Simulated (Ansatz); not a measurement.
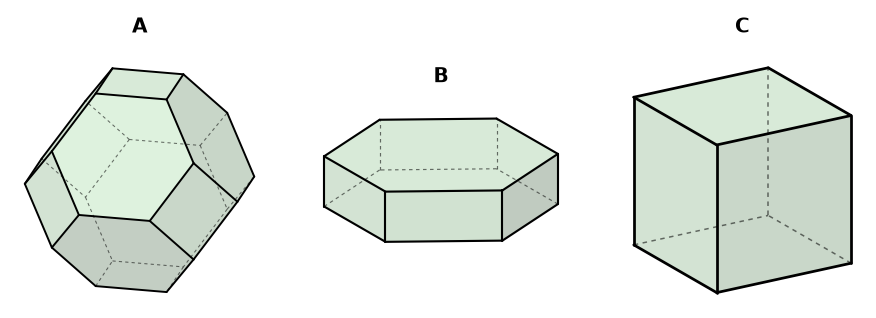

First Brillouin zones computed for the structures below (computed or model cells, partly hypothetical), each scaled to its frame and seen from the same direction (third Cartesian axis up).

> Match each zone to its crystal.
1. V, Pm-3m (No. 221), a = 2.42 Å, b = 2.42 Å, c = 2.42 Å, α = 90.00°, β = 90.00°, γ = 90.00°
2. Sb, Fm-3m, No. 225, a = 4.71 Å, b = 4.71 Å, c = 4.71 Å, α = 90.00°, β = 90.00°, γ = 90.00°
3. K, P6_3/mmc (No. 194), a = 4.65 Å, b = 4.65 Å, c = 15.20 Å, α = 90.00°, β = 90.00°, γ = 120.00°

A is 2 (face-centred cubic, a truncated octahedron); B is 3 (primitive hexagonal, a hexagonal prism); C is 1 (simple cubic, a parallelepiped).
